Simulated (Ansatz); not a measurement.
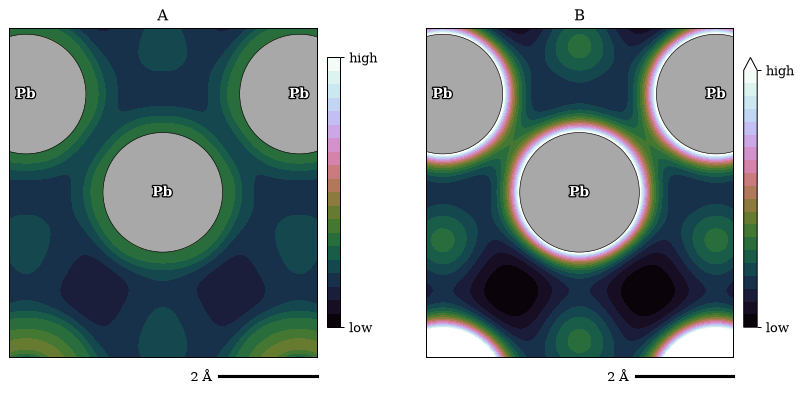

Pb: 2 fields on the (110) plane of the conventional cell, with unlabelled colour scales. Grey discs cover the atomic cores.

Space group P6₃/mmc.

Level of theory: DFT PBE+D3(BJ), scalar-relativistic, plane waves, PAW in Ansatz.

Match the panels to the quantities (electron localisation function and valence pseudo-density).

Panel A: electron localisation function. Panel B: valence pseudo-density. From the grid: Pb–Pb (3.44 Å): ρ at the midpoint is about 0.13 e/Å³; the ELF is about 0.20 at the midpoint (no localised pair shows between them).
